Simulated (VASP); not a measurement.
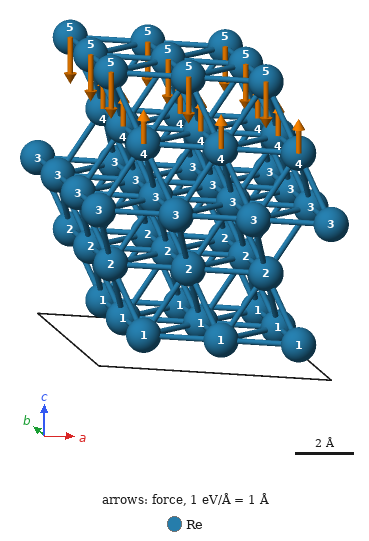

Starting geometry of a slab of composition Re with the computed forces as orange arrows. A ball-and-stick model of the 3 × 3 repeat of the cell, outlined in the plane, without the vacuum, seen slightly off an axis.

The run lets the atoms move in a fixed cell. 2 atoms are held fixed.

All numbers below come from Kohn-Sham DFT of a periodic cell, PBE with D4, VASP PAW PBE potentials, recommended (VASP 6.6.1).

Input
```
PREC = Accurate ; ENCUT = 520
EDIFF = 1E-7 ; ISMEAR = 0
SIGMA = 0.05 ; LREAL = False
LASPH = True ; NELM = 60
ALGO = Normal ; ISIF = 2
LWAVE = False ; LCHARG = False
LDIPOL = True ; IDIPOL = 3
DIPOL = 0.5 0.5 0.500 ; GGA = PE
IVDW = 13 ; IBRION = 2
NSW = 60 ; EDIFFG = -0.02
```

Launched with:
```bash
cat potpaw_PBE.64/Re/POTCAR > POTCAR
mpirun -np 1 vasp_std > vasp.out
```

**Is this structure relaxed? If not, where do the atoms go?**

It isn't relaxed: the largest force vector, on Re5, is 1.67 eV/Å. The final displacements follow the starting forces only in part (cosine between the two patterns 0.59). The energy falls by 0.179 eV per cell of the calculation in 14 geometry steps. Largest force component: 1.7 eV/Å at the start, 1.5 eV/Å at the end. The atom that moves furthest is Re5 (0.25 Å along the normal (−c)). The cell doesn't change. Some distances before and after: Re4–Re5 2.793 → 2.647 Å, Re2–Re3 2.793 → 2.734 Å.
